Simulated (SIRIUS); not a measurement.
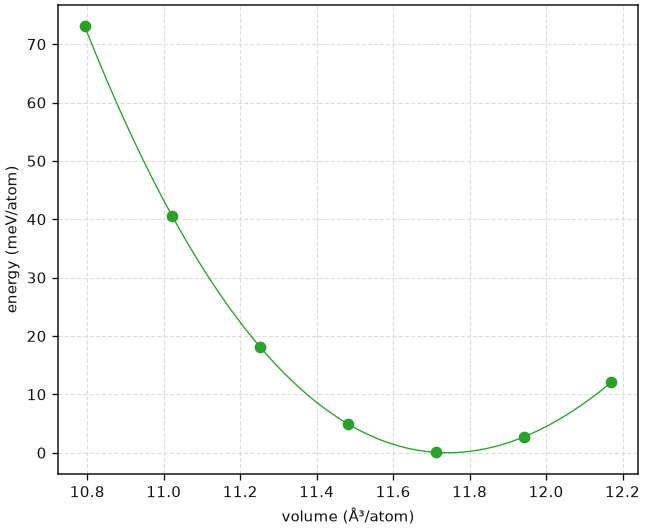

The figure shows the energy against volume.

Computed with SIRIUS 7.12.0: plane-wave DFT, no spin polarisation; energies at scaled volumes of the given cell, shape and fractions fixed, counted from the fit's minimum, third-order Birch-Murnaghan fit. Level: PBE.

Question: For which of these solids was it computed?
A. HfN, Fm-3m (No. 225)
B. Nb, Im-3m (No. 229)
C. Ru, P6_3/mmc (No. 194)

Answer: A, HfN: energy from 0.07 meV/atom to 73.14 meV/atom, V0 11.74 Å³/atom, B0 263 GPa. The others give: Ru, energy from 0.16 meV/atom to 88.23 meV/atom, V0 13.8 Å³/atom, B0 311 GPa; Nb, energy from 0.12 meV/atom to 52.19 meV/atom, V0 18.12 Å³/atom, B0 171 GPa.

For HfN, limits of the calculation: coarse k mesh.

For Ru, limits of the calculation: coarse k mesh; shape and atomic fractions are frozen while scaling, which makes layered, chain and framework solids too stiff.
